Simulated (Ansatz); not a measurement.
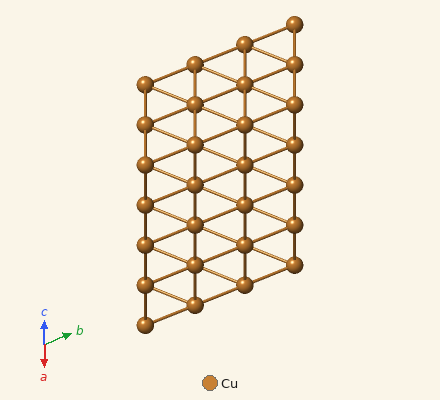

The structure, seen along [101]; the drawing may span several cells.

Given this structure, coordinates from a relaxation with DFT r2SCAN, scalar-relativistic, plane waves, PAW (Ansatz 0.2.0); the starting structure was generated, so it need not be a known form of this composition, written in its standard cell:

```cif
data_structure
_symmetry_space_group_name_H-M 'P6/mmm'
_symmetry_Int_Tables_number 191
_cell_length_a 2.4528
_cell_length_b 2.4528
_cell_length_c 2.3865
_cell_angle_alpha 90.000
_cell_angle_beta 90.000
_cell_angle_gamma 120.000
_cell_volume 12.43
loop_
_atom_site_label
_atom_site_type_symbol
_atom_site_symmetry_multiplicity
_atom_site_Wyckoff_symbol
_atom_site_fract_x
_atom_site_fract_y
_atom_site_fract_z
_atom_site_occupancy
Cu1 Cu 1 a 0.00000 0.00000 0.00000 1
```

> Predict the [101] zone-axis pattern (100 kV, kinematic, B = 0.3 Å²).

The spots form a centred rectangular net whose two shortest vectors correspond to d = 2.12 Å and 1.59 Å, 68.1° apart. They are 0 1 0 and 1 0 -1. The pattern has symmetry 2mm. No reflection of this zone is absent.

Strongest reflections with d > 0.80 Å, one of each family (|F|² from tabulated Gaussian fits of the electron scattering factors, times a small damping for the curvature of the Ewald sphere):

```tsv
hkl	d (Å)	I (strongest = 100)
0 1 0	2.124	100
1 0 -1	1.587	61
1 1 -1	1.091	27
0 2 0	1.062	26
2 -1 -2	0.855	14
```

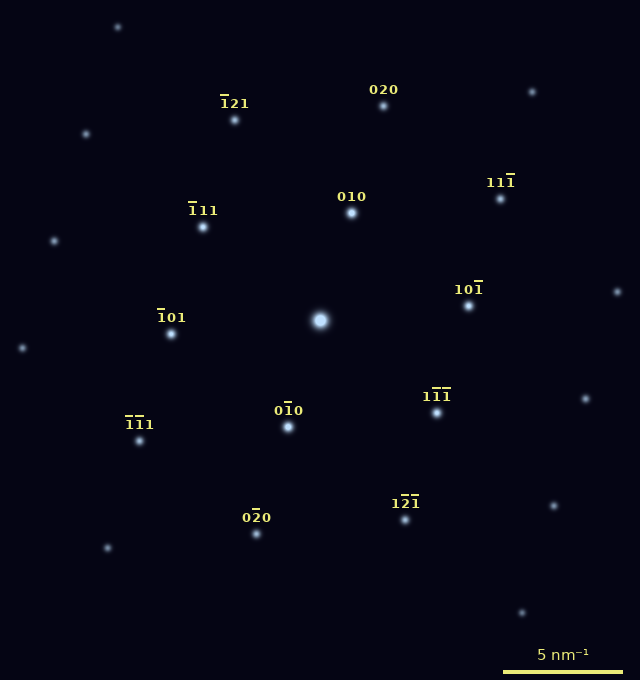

Calculated pattern, seen from the source side with [101] pointing towards the source.
